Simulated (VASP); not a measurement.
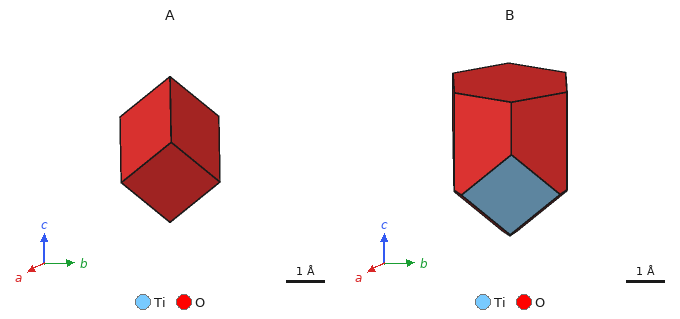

Computed Voronoi cells of the 2 sites of this structure, drawn to one scale and in one orientation; each face has the colour of the neighbour behind it.

TiO2, space group R-3m:H (No. 166), a = 2.995 Å, b = 2.995 Å, c = 20.945 Å, α = 90.00°, β = 90.00°, γ = 120.00°

```tsv
site	Wyckoff	x	y	z
Ti	3a	0.0000	0.0000	0.0000
O	6c	0.3333	0.6667	0.0462
```

Source: a cell listed in the Materials Project, as set up for an electronic-structure calculation.

Question: Which cell belongs to which site?

Answer: A is Ti (6 faces above 1 % of the solid angle, 8.1 Å³, facing only O); B is O (13 faces above 1 % of the solid angle, 23.1 Å³, facing O 50 %, Ti 50 %).
